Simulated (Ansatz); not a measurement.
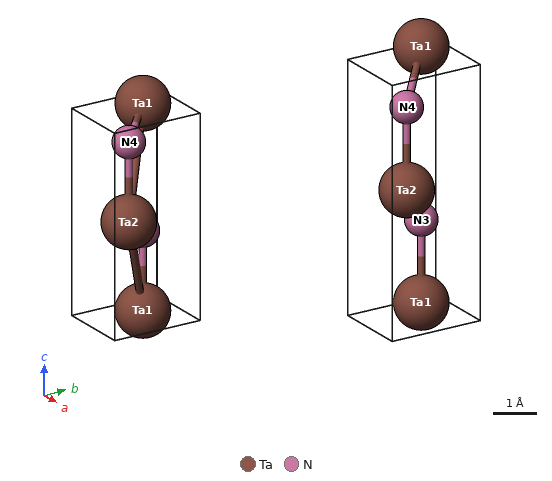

Two geometries of a crystal of TaN (set up in P6_3mc) (coarse preliminary run), drawn at one scale. One is the start of a relaxation, the other its converged end. Style: ball-and-stick. Shown: the cell of the calculation, slightly off an axis.

Computed with DFT PBE, scalar-relativistic, plane waves, PAW (Ansatz 0.2.0). Set-up: plane-wave cutoff 420 eV; k-point mesh 6 × 6 × 4; occupations gaussian; smearing width 0.1 eV; no spin polarisation; cell and atoms relaxed; force threshold 0.05 eV/Å; at most 80 steps.

> Which geometry has the lower energy?

The right one is the relaxed one. Over 10 accepted moves (12 points after the start) the energy falls by 1404 meV per atom. The largest force component goes from 2.2 to 0.011 eV/Å. The pressure goes from 137.73 to 0.02 GPa. The SCF was repeated twice at an unchanged geometry on a basis and grid sized afresh for the cell, which shifted the energy by 49.5 meV per atom at most. The largest moves relative to the cell, 0.19 Å, are those of Ta1, Ta2, N3 and N4. N4 goes along −c. Largest moves by element: N 0.19 Å, Ta 0.19 Å. Cell: a = b 3.050 → 3.151 Å (+3.3 %), c 4.940 → 6.103 Å (+23.5 %). Volume +31.9 %. Some distances before and after: Ta1–Ta2 3.033 → 3.553 Å, Ta1–N4 1.850 → 2.114 Å, Ta1–Ta1 3.050 → 3.151 Å, Ta1–N3 1.902 → 1.976 Å. Among the angles between lasting bonds that change: Ta2–N3–Ta2 111.0° → 96.4°, Ta1–N3–Ta2 107.9° → 120.6°. The space group stays P6_3mc (No. 186).
